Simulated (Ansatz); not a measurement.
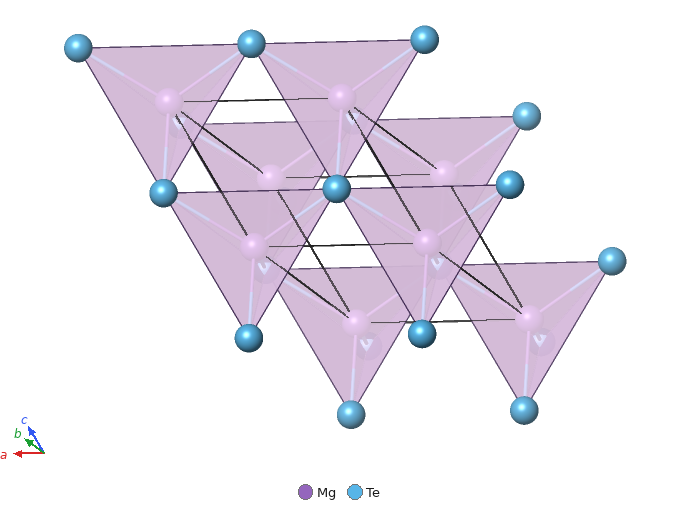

Shown here is a polyhedral view of the crystal, taken from a general direction. The wireframe shows the simulation cell. Some neighbours outside the box are added.

Input file:
```yaml
crystal:
  lattice:
    - [-0.0242483366, 3.233111546, 3.233111546]
    - [3.233111546, -0.0242483366, 3.233111546]
    - [3.2088632094, 3.2088632094, 0.0]
  atoms:
    - { symbol: Mg, position: [-0.0013894923, -0.0013894923, 0.0013894923] }
    - { symbol: Te, position: [0.2513894923, 0.2513894923, 0.2486105077] }
kpoints:
  mp_grid: { grid: [4, 4, 4] }
hamiltonian:
  xc: pbe
scf:
  occupations: { method: fixed }
gw:
  n_empty_bands: 281
  ecut_chi: 150
  qp_bands: [v2, c2]
  qp_kpoints: band_edges
  screening: { model: contour_deformation }
```

Level of theory and settings: G0W0 on PBE, plane waves, PAW (Ansatz), a kinetic-energy cutoff of 420 eV, k-points on a 4×4×4 grid, no spin polarisation.

How large a gap does the method give, if there is one?

Answer. A semiconductor at this level, with a gap of 2.36 eV, direct.

Provenance: a structure type filled with these elements by a generator (whether the compound takes this form wasn't checked). Earlier steps of the study may have refined or changed the cell and positions. A calculation with Ansatz used it as input.
